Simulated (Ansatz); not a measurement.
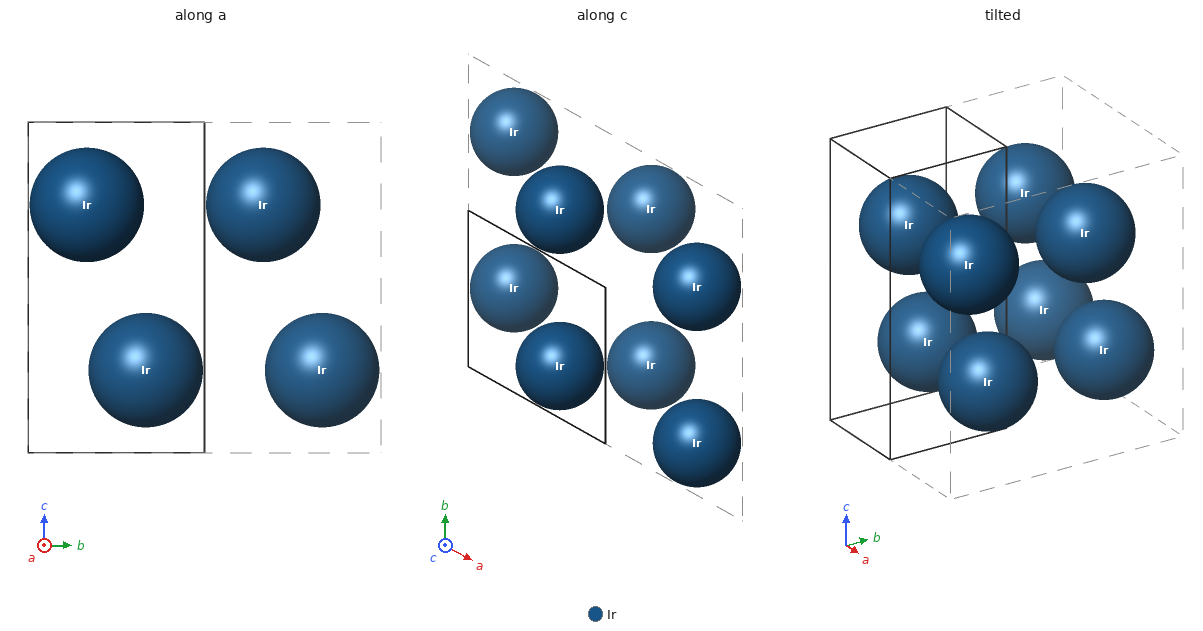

The figure gives a spheres-only picture of the atoms, viewed along the a axis, along the c axis and slightly off an axis. The solid frame is a single unit cell within a 2×2×1 block.

The element is iridium. Strictly the space group is P2_1/m (No. 11, within 0.01 Å). It is a distorted form of a primitive hexagonal structure, space group P6_3/mmc (No. 194) within 0.25 Å: hexagonal close-packed (Mg type). The cell holds two atoms. Ir is linked to twelve Ir in an anticuboctahedral arrangement.

Origin of the cell: a structure listed in the Materials Project. The cell was then strained or its atoms displaced on purpose. It went into a calculation with Ansatz.

At this level of theory the cell isn't at rest (stretched, at -9 GPa), so its distances can differ from those at equilibrium, the more so the softer the solid.
